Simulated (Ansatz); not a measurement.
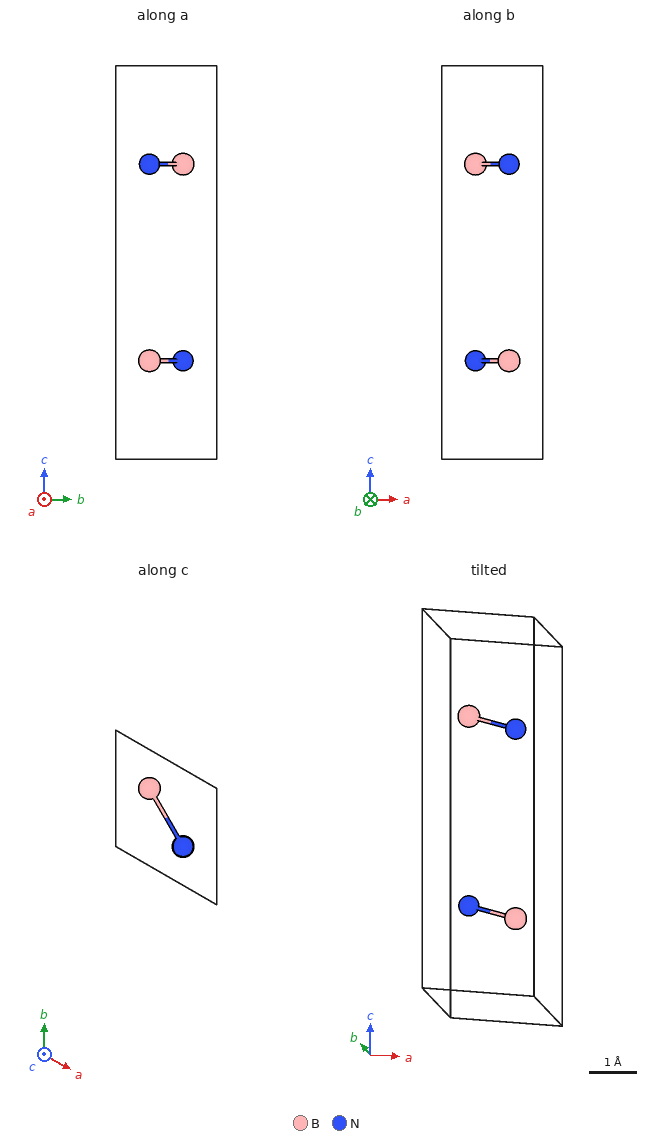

The figure gives a ball-and-stick picture of the atoms, viewed along the a axis, along the b axis, along the c axis and slightly off an axis. The conventional unit cell is drawn as a box.

Lattice parameters: a = 2.5121 Å, b = 2.5121 Å, c = 8.4920 Å, α = 90.000°, β = 90.000°, γ = 120.000°.

Transcribe the picture into a CIF in P1 with every atom of the cell.

Answer.
```cif
data_structure
_symmetry_space_group_name_H-M 'P 1'
_symmetry_Int_Tables_number 1
_cell_length_a 2.5121
_cell_length_b 2.5121
_cell_length_c 8.4920
_cell_angle_alpha 90.000
_cell_angle_beta 90.000
_cell_angle_gamma 120.000
_cell_volume 46.41
loop_
_atom_site_label
_atom_site_type_symbol
_atom_site_fract_x
_atom_site_fract_y
_atom_site_fract_z
_atom_site_occupancy
B1 B 0.6667 0.3333 0.2500 1
B2 B 0.3333 0.6667 0.7500 1
N1 N 0.3333 0.6667 0.2500 1
N2 N 0.6667 0.3333 0.7500 1
```

The model was built from a structure type filled with these elements by a generator (whether the compound takes this form wasn't checked). What is shown is the relaxed result from DFT PBE, scalar-relativistic, plane waves, PAW in Ansatz.
